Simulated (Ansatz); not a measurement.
# Pd(111) with 4 layers of random Pd-Mo, 2x2: scattering by chemical disorder, part 2 of 2

Aim: the residual resistivity of a random alloy, from Pd(111) with 4 layers of random Pd-Mo, 2x2 and longer regions.

Ansatz 0.2.0; Ansatz plane-wave DFT, PBE, PAW files; ballistic transport by layer matching (Landauer), zero bias; PAW set soft_1.

So far. Step 2 (With 4 alloy layers): Over the solved energies the transmission per spin lies between 1.62 and 2.07, out of 5.22 channels of the lead on average (up to 6.05).

## 3. With 8 alloy layers

System of this step: Pd(111) with 8 layers of random Pd-Mo, 2x2. The cell holds 56 atoms: 52 Pd and 4 Mo. Cell: a = 5.501 Å, b = 5.501 Å, c = 31.481 Å, α = 87.5°, β = 92.5°, γ = 120.0°. It derives from Pd. Regions: lead, 24 atoms (24 Pd); scattering region, 32 atoms (28 Pd and 4 Mo). The structure is stacked along c, and the current runs across the ab planes.

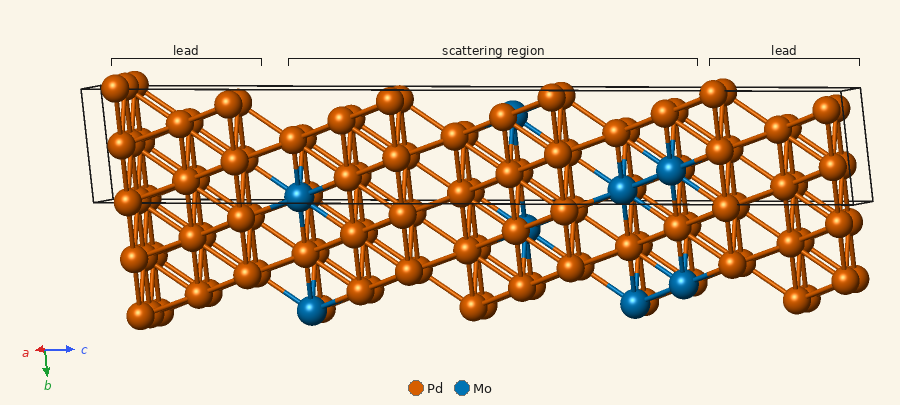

The cell of this step (palladium orange, molybdenum blue). 1×2×1 cells are drawn. Some periodic images of atoms are drawn too.

Input file input.yaml:

```yaml
crystal:
  lattice:
    - [5.5010079149, 0.0, 0.0]
    - [-2.7505039575, 4.7640126007, 0.0]
    - [-1.3752519787, 0.7940021001, 31.4408790793]
  atoms:
    - { symbol: Pd, position: [0.005952381, 0.994047619, 0.0357142857] }
    - { symbol: Pd, position: [0.005952381, 0.494047619, 0.0357142857] }
    - { symbol: Pd, position: [0.505952381, 0.994047619, 0.0357142857] }
    - { symbol: Pd, position: [0.505952381, 0.494047619, 0.0357142857] }
    - { symbol: Pd, position: [0.1845238095, 0.3154761905, 0.1071428571] }
    - { symbol: Pd, position: [0.1845238095, 0.8154761905, 0.1071428571] }
    - { symbol: Pd, position: [0.6845238095, 0.3154761905, 0.1071428571] }
    - { symbol: Pd, position: [0.6845238095, 0.8154761905, 0.1071428571] }
    - { symbol: Pd, position: [0.3630952381, 0.1369047619, 0.1785714286] }
    - { symbol: Pd, position: [0.3630952381, 0.6369047619, 0.1785714286] }
    - { symbol: Pd, position: [0.8630952381, 0.1369047619, 0.1785714286] }
    - { symbol: Pd, position: [0.8630952381, 0.6369047619, 0.1785714286] }
    - { symbol: Pd, position: [0.0416666667, 0.9583333333, 0.25] }
    - { symbol: Pd, position: [0.0416666667, 0.4583333333, 0.25] }
    - { symbol: Mo, position: [0.5416666667, 0.9583333333, 0.25] }
    - { symbol: Pd, position: [0.5416666667, 0.4583333333, 0.25] }
    - { symbol: Pd, position: [0.2202380952, 0.2797619048, 0.3214285714] }
    - { symbol: Pd, position: [0.2202380952, 0.7797619048, 0.3214285714] }
    - { symbol: Pd, position: [0.7202380952, 0.2797619048, 0.3214285714] }
    - { symbol: Pd, position: [0.7202380952, 0.7797619048, 0.3214285714] }
    - { symbol: Pd, position: [0.3988095238, 0.1011904762, 0.3928571429] }
    - { symbol: Pd, position: [0.3988095238, 0.6011904762, 0.3928571429] }
    - { symbol: Pd, position: [0.8988095238, 0.1011904762, 0.3928571429] }
    - { symbol: Pd, position: [0.8988095238, 0.6011904762, 0.3928571429] }
    - { symbol: Pd, position: [0.0773809524, 0.9226190476, 0.4642857143] }
    - { symbol: Pd, position: [0.0773809524, 0.4226190476, 0.4642857143] }
    - { symbol: Pd, position: [0.5773809524, 0.9226190476, 0.4642857143] }
    - { symbol: Pd, position: [0.5773809524, 0.4226190476, 0.4642857143] }
    - { symbol: Mo, position: [0.255952381, 0.244047619, 0.5357142857] }
    - { symbol: Pd, position: [0.255952381, 0.744047619, 0.5357142857] }
    - { symbol: Pd, position: [0.755952381, 0.244047619, 0.5357142857] }
    - { symbol: Pd, position: [0.755952381, 0.744047619, 0.5357142857] }
    - { symbol: Pd, position: [0.4345238095, 0.0654761905, 0.6071428571] }
    - { symbol: Pd, position: [0.4345238095, 0.5654761905, 0.6071428571] }
    - { symbol: Pd, position: [0.9345238095, 0.0654761905, 0.6071428571] }
    - { symbol: Pd, position: [0.9345238095, 0.5654761905, 0.6071428571] }
    - { symbol: Pd, position: [0.1130952381, 0.8869047619, 0.6785714286] }
    - { symbol: Pd, position: [0.1130952381, 0.3869047619, 0.6785714286] }
    - { symbol: Mo, position: [0.6130952381, 0.8869047619, 0.6785714286] }
    - { symbol: Pd, position: [0.6130952381, 0.3869047619, 0.6785714286] }
    - { symbol: Pd, position: [0.2916666667, 0.2083333333, 0.75] }
    - { symbol: Pd, position: [0.2916666667, 0.7083333333, 0.75] }
    - { symbol: Pd, position: [0.7916666667, 0.2083333333, 0.75] }
    - { symbol: Mo, position: [0.7916666667, 0.7083333333, 0.75] }
    - { symbol: Pd, position: [0.4702380952, 0.0297619048, 0.8214285714] }
    - { symbol: Pd, position: [0.4702380952, 0.5297619048, 0.8214285714] }
    - { symbol: Pd, position: [0.9702380952, 0.0297619048, 0.8214285714] }
    - { symbol: Pd, position: [0.9702380952, 0.5297619048, 0.8214285714] }
    - { symbol: Pd, position: [0.1488095238, 0.8511904762, 0.8928571429] }
    - { symbol: Pd, position: [0.1488095238, 0.3511904762, 0.8928571429] }
    - { symbol: Pd, position: [0.6488095238, 0.8511904762, 0.8928571429] }
    - { symbol: Pd, position: [0.6488095238, 0.3511904762, 0.8928571429] }
    - { symbol: Pd, position: [0.3273809524, 0.1726190476, 0.9642857143] }
    - { symbol: Pd, position: [0.3273809524, 0.6726190476, 0.9642857143] }
    - { symbol: Pd, position: [0.8273809524, 0.1726190476, 0.9642857143] }
    - { symbol: Pd, position: [0.8273809524, 0.6726190476, 0.9642857143] }
kpoints:
  mp_grid: { grid: [5, 5, 1] }
hamiltonian:
  xc: pbe
  pseudopotentials: { kind: paw, azcp: { folder: soft_1 } }
scf:
  occupations: { method: fermi_dirac, width: 0.1 }
output:
  transmission:
    leads: [[0, 4]]
    kmesh: [10, 10]
    e_range: [-0.05, 0.05]
    de: 0.05
  write_potential: true
  write_density: true
  volumetric_format: npy
```

Launch:

```sh
$ ansatz run input.yaml --threads 4 --pin off --max-ram 15360MiB --backend cpu --events-out ev --progress --plain --runs-dir out
```

Numbers of over 12 decimals in the logs are rounded to 6 here.

Output:

```text
[...]
Crystal: 56 atoms, lattice volume = 823.967 Å³
Basis set: ecut = 420 eV, 16079 PW (Γ)
Bands: 596, of which v1, the nominal top of the filled ones, is band 496 counted from 1 (495 counted from 0)
Symmetry: 2 space group operations
[...]
k-points: 9 of 25 (time reversal used)
[...]
SCF iter   1: F=—  HF=-382494.678438 eV  |F-HF|=—  |Δ(HF+E_count)|=         —  Δρ=2.14e-1  dr2=5.85e3  ethr=3.10e-3  ⟨swp⟩=5.0  Hψ=17968  notcnv=0  defer=112
[...]
SCF iter  13: F=-382417.345362 eV  HF=-382417.345362 eV  |F-HF|=6.91e-8  |Δ(HF+E_count)|=   4.83e-9  Δρ=4.43e-7  dr2=6.95e-8  ethr=1.01e-11  ⟨swp⟩=8.8  Hψ=15823  notcnv=0
SCF 1 converged in 13 iterations: F = -382417.345362 eV  dr2 = 6.95e-8
[...]
transmission: 158 of 1550 steps passed
transmission: 310 of 1550 steps passed
[...]
transmission: 1550 of 1550 steps passed
SCF converged after 13 iterations
Free energy (F): -382417.345362 eV
[...]
Internal energy: -382414.795244 eV  (E = F + TS)
E sigma→0 (E₀):  -382416.070303 eV
Entropy (-TS):   -2.550119 eV (-45.538 meV/atom)
Fermi energy:    20.079502 eV
[...]
--- Band table (eV; the first three rows and the last of 9) ---
  k-point 0: bands = [... 492 lower, 20.1741, 20.1791, 20.1833, 20.1991, 20.2628, 20.2691, 20.2795, 20.4404, ... 96 higher]
  k-point 1: bands = [... 492 lower, 20.0350, 20.1050, 20.1165, 20.1377, 20.1660, 20.2017, 20.2421, 20.3570, ... 96 higher]
  k-point 2: bands = [... 492 lower, 19.9492, 19.9793, 19.9896, 20.0023, 20.0209, 20.0310, 20.0437, 20.0767, ... 96 higher]
  k-point 8: bands = [... 492 lower, 19.9625, 19.9767, 20.0071, 20.0141, 20.0244, 20.0315, 20.0626, 20.0662, ... 96 higher]
--- Transmission ---
  basis      : 235 plane waves across, 50 finite elements along
  points     : 31, standing for a mesh of 10 x 10
[...]
channels       : 5.290000e0 a spin
[...]
junction   : crystal 0 to crystal 0, 0.70 to 29.89 Å
    transmission   : 1.304072e0 a spin
[...]
```

It took 10 min on 4 threads of Arm Neoverse V1, shared host; peak memory 8.4 GiB; 40 min of CPU time.

This step gave:

* free energy: -382417.3454 eV
* energy at zero smearing: -382416.0703 eV
* Fermi energy: 20.08 eV
* transmission per spin nearest the Fermi level: 1.304
* open channels per spin nearest the Fermi level: 5.29
* step of the lead's potential: 28.9 meV

Per spin. Table of transmission, zone mean by energy, zero at the Fermi level:

```tsv
energy (eV)	transmission, zone mean
-0.0500	1.51
0.0000	1.30
0.0500	1.23
```

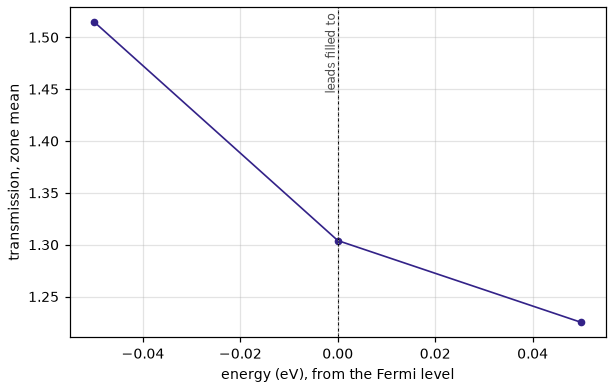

Transmission, zone mean against energy.

Over the solved energies the transmission per spin lies between 1.23 and 1.51, out of 5.59 channels of the lead on average (up to 6.53). The log calls the step of a lead's potential too much.

## 4. With 12 alloy layers

System of this step: Pd(111) with 12 layers of random Pd-Mo, 2x2. The cell holds 72 atoms: 66 Pd and 6 Mo. Cell: a = 5.501 Å, b = 5.501 Å, c = 40.424 Å, α = 90.0°, β = 90.0°, γ = 120.0°. It derives from Pd. Regions: lead, 24 atoms (24 Pd); scattering region, 48 atoms (42 Pd and 6 Mo). The structure is stacked along c, and the current runs across the ab planes.

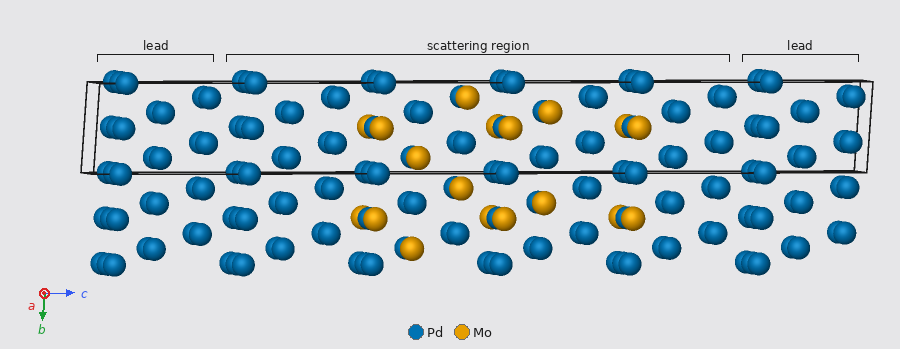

The cell of this step (palladium blue, molybdenum orange). 1×2×1 cells are drawn. Some periodic images of atoms are drawn too.

Input file input.yaml:

```yaml
crystal:
  lattice:
    - [5.5010079149, 0.0, 0.0]
    - [-2.7505039575, 4.7640126007, 0.0]
    - [0.0, 0.0, 40.4239873877]
  atoms:
    - { symbol: Pd, position: [0.0, 0.0, 0.0277777778] }
    - { symbol: Pd, position: [0.0, 0.5, 0.0277777778] }
    - { symbol: Pd, position: [0.5, 0.0, 0.0277777778] }
    - { symbol: Pd, position: [0.5, 0.5, 0.0277777778] }
    - { symbol: Pd, position: [0.1666666667, 0.3333333333, 0.0833333333] }
    - { symbol: Pd, position: [0.1666666667, 0.8333333333, 0.0833333333] }
    - { symbol: Pd, position: [0.6666666667, 0.3333333333, 0.0833333333] }
    - { symbol: Pd, position: [0.6666666667, 0.8333333333, 0.0833333333] }
    - { symbol: Pd, position: [0.3333333333, 0.1666666667, 0.1388888889] }
    - { symbol: Pd, position: [0.3333333333, 0.6666666667, 0.1388888889] }
    - { symbol: Pd, position: [0.8333333333, 0.1666666667, 0.1388888889] }
    - { symbol: Pd, position: [0.8333333333, 0.6666666667, 0.1388888889] }
    - { symbol: Pd, position: [0.0, 0.0, 0.1944444444] }
    - { symbol: Pd, position: [0.0, 0.5, 0.1944444444] }
    - { symbol: Pd, position: [0.5, 0.0, 0.1944444444] }
    - { symbol: Pd, position: [0.5, 0.5, 0.1944444444] }
    - { symbol: Pd, position: [0.1666666667, 0.3333333333, 0.25] }
    - { symbol: Pd, position: [0.1666666667, 0.8333333333, 0.25] }
    - { symbol: Pd, position: [0.6666666667, 0.3333333333, 0.25] }
    - { symbol: Pd, position: [0.6666666667, 0.8333333333, 0.25] }
    - { symbol: Pd, position: [0.3333333333, 0.1666666667, 0.3055555556] }
    - { symbol: Pd, position: [0.3333333333, 0.6666666667, 0.3055555556] }
    - { symbol: Pd, position: [0.8333333333, 0.1666666667, 0.3055555556] }
    - { symbol: Pd, position: [0.8333333333, 0.6666666667, 0.3055555556] }
    - { symbol: Pd, position: [0.0, 0.0, 0.3611111111] }
    - { symbol: Mo, position: [0.0, 0.5, 0.3611111111] }
    - { symbol: Pd, position: [0.5, 0.0, 0.3611111111] }
    - { symbol: Pd, position: [0.5, 0.5, 0.3611111111] }
    - { symbol: Pd, position: [0.1666666667, 0.3333333333, 0.4166666667] }
    - { symbol: Pd, position: [0.1666666667, 0.8333333333, 0.4166666667] }
    - { symbol: Pd, position: [0.6666666667, 0.3333333333, 0.4166666667] }
    - { symbol: Mo, position: [0.6666666667, 0.8333333333, 0.4166666667] }
    - { symbol: Pd, position: [0.3333333333, 0.1666666667, 0.4722222222] }
    - { symbol: Pd, position: [0.3333333333, 0.6666666667, 0.4722222222] }
    - { symbol: Mo, position: [0.8333333333, 0.1666666667, 0.4722222222] }
    - { symbol: Pd, position: [0.8333333333, 0.6666666667, 0.4722222222] }
    - { symbol: Pd, position: [0.0, 0.0, 0.5277777778] }
    - { symbol: Mo, position: [0.0, 0.5, 0.5277777778] }
    - { symbol: Pd, position: [0.5, 0.0, 0.5277777778] }
    - { symbol: Pd, position: [0.5, 0.5, 0.5277777778] }
    - { symbol: Pd, position: [0.1666666667, 0.3333333333, 0.5833333333] }
    - { symbol: Pd, position: [0.1666666667, 0.8333333333, 0.5833333333] }
    - { symbol: Mo, position: [0.6666666667, 0.3333333333, 0.5833333333] }
    - { symbol: Pd, position: [0.6666666667, 0.8333333333, 0.5833333333] }
    - { symbol: Pd, position: [0.3333333333, 0.1666666667, 0.6388888889] }
    - { symbol: Pd, position: [0.3333333333, 0.6666666667, 0.6388888889] }
    - { symbol: Pd, position: [0.8333333333, 0.1666666667, 0.6388888889] }
    - { symbol: Pd, position: [0.8333333333, 0.6666666667, 0.6388888889] }
    - { symbol: Pd, position: [0.0, 0.0, 0.6944444444] }
    - { symbol: Mo, position: [0.0, 0.5, 0.6944444444] }
    - { symbol: Pd, position: [0.5, 0.0, 0.6944444444] }
    - { symbol: Pd, position: [0.5, 0.5, 0.6944444444] }
    - { symbol: Pd, position: [0.1666666667, 0.3333333333, 0.75] }
    - { symbol: Pd, position: [0.1666666667, 0.8333333333, 0.75] }
    - { symbol: Pd, position: [0.6666666667, 0.3333333333, 0.75] }
    - { symbol: Pd, position: [0.6666666667, 0.8333333333, 0.75] }
    - { symbol: Pd, position: [0.3333333333, 0.1666666667, 0.8055555556] }
    - { symbol: Pd, position: [0.3333333333, 0.6666666667, 0.8055555556] }
    - { symbol: Pd, position: [0.8333333333, 0.1666666667, 0.8055555556] }
    - { symbol: Pd, position: [0.8333333333, 0.6666666667, 0.8055555556] }
    - { symbol: Pd, position: [0.0, 0.0, 0.8611111111] }
    - { symbol: Pd, position: [0.0, 0.5, 0.8611111111] }
    - { symbol: Pd, position: [0.5, 0.0, 0.8611111111] }
    - { symbol: Pd, position: [0.5, 0.5, 0.8611111111] }
    - { symbol: Pd, position: [0.1666666667, 0.3333333333, 0.9166666667] }
    - { symbol: Pd, position: [0.1666666667, 0.8333333333, 0.9166666667] }
    - { symbol: Pd, position: [0.6666666667, 0.3333333333, 0.9166666667] }
    - { symbol: Pd, position: [0.6666666667, 0.8333333333, 0.9166666667] }
    - { symbol: Pd, position: [0.3333333333, 0.1666666667, 0.9722222222] }
    - { symbol: Pd, position: [0.3333333333, 0.6666666667, 0.9722222222] }
    - { symbol: Pd, position: [0.8333333333, 0.1666666667, 0.9722222222] }
    - { symbol: Pd, position: [0.8333333333, 0.6666666667, 0.9722222222] }
kpoints:
  mp_grid: { grid: [5, 5, 1] }
hamiltonian:
  xc: pbe
  pseudopotentials: { kind: paw, azcp: { folder: soft_1 } }
scf:
  occupations: { method: fermi_dirac, width: 0.1 }
output:
  transmission:
    leads: [[0, 4]]
    kmesh: [10, 10]
    e_range: [-0.05, 0.05]
    de: 0.05
  write_potential: true
  write_density: true
  volumetric_format: npy
```

Output:

```text
[...]
Crystal: 72 atoms, lattice volume = 1059.386 Å³
Basis set: ecut = 420 eV, 20709 PW (Γ)
Bands: 764, of which v1, the nominal top of the filled ones, is band 636 counted from 1 (635 counted from 0)
Symmetry: 1 space group operations
[...]
k-points: 13 of 25 (time reversal used)
[...]
SCF iter   1: F=—  HF=-490104.529909 eV  |F-HF|=—  |Δ(HF+E_count)|=         —  Δρ=2.61e-1  dr2=3.66e4  ethr=3.10e-3  ⟨swp⟩=5.0  Hψ=31385  notcnv=0  defer=250
[...]
SCF iter  14: F=-489950.324422 eV  HF=-489950.324422 eV  |F-HF|=2.19e-8  |Δ(HF+E_count)|=   1.98e-9  Δρ=3.12e-7  dr2=2.23e-8  ethr=7.86e-12  ⟨swp⟩=1.4  Hψ=10177  notcnv=0
SCF 1 converged in 14 iterations: F = -489950.324422 eV  dr2 = 2.23e-8
[...]
transmission: 346 of 3432 steps passed
transmission: 690 of 3432 steps passed
[...]
transmission: 3432 of 3432 steps passed
SCF converged after 14 iterations
Free energy (F): -489950.324422 eV
[...]
Internal energy: -489946.939713 eV  (E = F + TS)
E sigma→0 (E₀):  -489948.632067 eV
Entropy (-TS):   -3.384708 eV (-47.010 meV/atom)
Fermi energy:    20.130640 eV
[...]
--- Band table (eV; the first three rows and the last of 13) ---
  k-point 0: bands = [... 632 lower, 20.2969, 20.3072, 20.3581, 20.3586, 20.3643, 20.3832, 20.4245, 20.4626, ... 124 higher]
  k-point 1: bands = [... 632 lower, 20.1517, 20.1748, 20.2241, 20.2361, 20.2470, 20.2605, 20.2968, 20.3197, ... 124 higher]
  k-point 2: bands = [... 632 lower, 20.0346, 20.0552, 20.0681, 20.0767, 20.0873, 20.1053, 20.1307, 20.1437, ... 124 higher]
  k-point 12: bands = [... 632 lower, 20.0289, 20.0377, 20.0628, 20.0848, 20.1226, 20.1460, 20.1518, 20.1587, ... 124 higher]
--- Transmission ---
  basis      : 235 plane waves across, 66 finite elements along
  points     : 52, standing for a mesh of 10 x 10
[...]
channels       : 5.230000e0 a spin
[...]
junction   : crystal 0 to crystal 0, 1.55 to 39.73 Å
    transmission   : 1.067203e0 a spin
[...]
```

Elapsed: 29 min, on 4 threads; peak memory 8.2 GiB; 1.9 h of CPU time.

Numbers from this step:

```yaml
free_energy: -489950.3244 eV
energy_at_zero_smearing: -489948.6321 eV
fermi_energy: 20.13 eV
transmission_per_spin_nearest_the_fermi_level: 1.067
open_channels_per_spin_nearest_the_fermi_level: 5.23
step_of_the_lead_s_potential: 3.4 meV
```

Per spin. Table of transmission, zone mean by energy, zero at the Fermi level:

```tsv
energy (eV)	transmission, zone mean
-0.0500	1.09
0.0000	1.07
0.0500	0.999
```

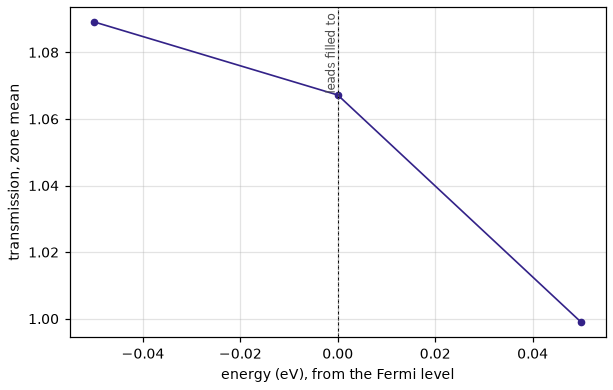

Transmission, zone mean against energy.

Over the solved energies the transmission per spin lies between 0.999 and 1.09, out of 5.27 channels of the lead on average (up to 6.13).

## 5. Resistance against length

This step: Ansatz plane-wave DFT, PBE, PAW files; ballistic transport by layer matching (Landauer), zero bias; residual resistivity from the slope of the area resistance, atoms on the host's lattice; PAW set soft_1 (Ansatz 0.2.0).

Numbers from this step:

- resistivity: 77.52 µΩ cm
- intercept: 0.4936 fΩ m²
- scatter about the fit: 0.01224 fΩ m²

Resistance, by row:

```tsv
run	length (Å)	T	channels N	RA (fΩ m²)
n4	8.983	1.849	5.223	1.181
n8	17.97	1.348	5.587	1.904
n12	26.95	1.052	5.27	2.574
```

Table of area resistance by length of the alloy:

```tsv
length of the alloy (Å)	area resistance (fΩ m²)
8.98	1.18
17.97	1.90
26.95	2.57
```

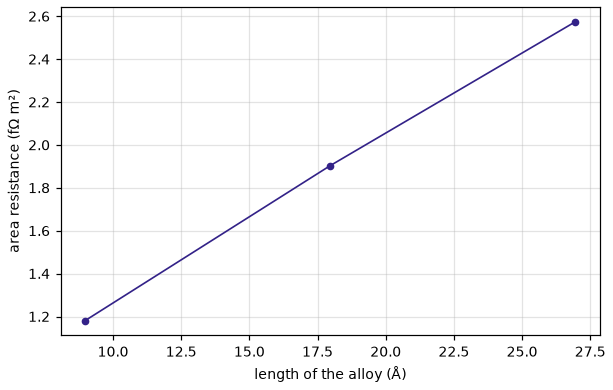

Area resistance, plotted against length of the alloy.

The area resistance goes from 1.2 to 2.6 fΩ m² between 9.0 and 26.9 Å, a slope of 78 µΩ cm.

By hand from the end points: (2.574 − 1.181) fΩ m² / (26.95 − 8.98) Å = 78 µΩ cm, since 1 fΩ m² per Å is 1000 µΩ cm.

## 6. Outcome

```json
{
  "resistivity from the slope": "77.5 µΩ cm",
  "area resistance over 8.98 Å": "1.18 fΩ m²",
  "area resistance over 18.0 Å": "1.90 fΩ m²",
  "area resistance over 26.9 Å": "2.57 fΩ m²"
}
```

The slope gives 78 µΩ cm. The points scatter by 0.012 fΩ m² about the line, with one random draw a length in a 2x2 cell, so the slope is a rough value. The lead's own channel count moves between the runs (5.22, 5.59 and 5.27), which shifts RA and the slope too. Read with a model of isotropic scattering on a spherical Fermi surface and the lead's 1.5×10¹⁵ S/m², this slope means a mean free path near 6.3 Å; over these lengths the model's slope is within 3 % of its bulk resistivity. The draw over the shortest length came out nearly ordered, with 8 symmetry operations, so that point is a poor sample of a random alloy. The atoms sit on the host's lattice, so scattering by size misfit is left out. A lead's potential steps by up to 29 meV from period to period, which the log calls too much, so longer leads could move the result.

[Logs are printed without paths, hosts, clocks, repeated set-up lines and the standing remarks that a program may print on its own settings, such as how far it seeks lower states.]

[Hosts, paths, dates, database ids (printed as entryN), source tags and the programs' standing remarks are cut or masked in the printed files.]
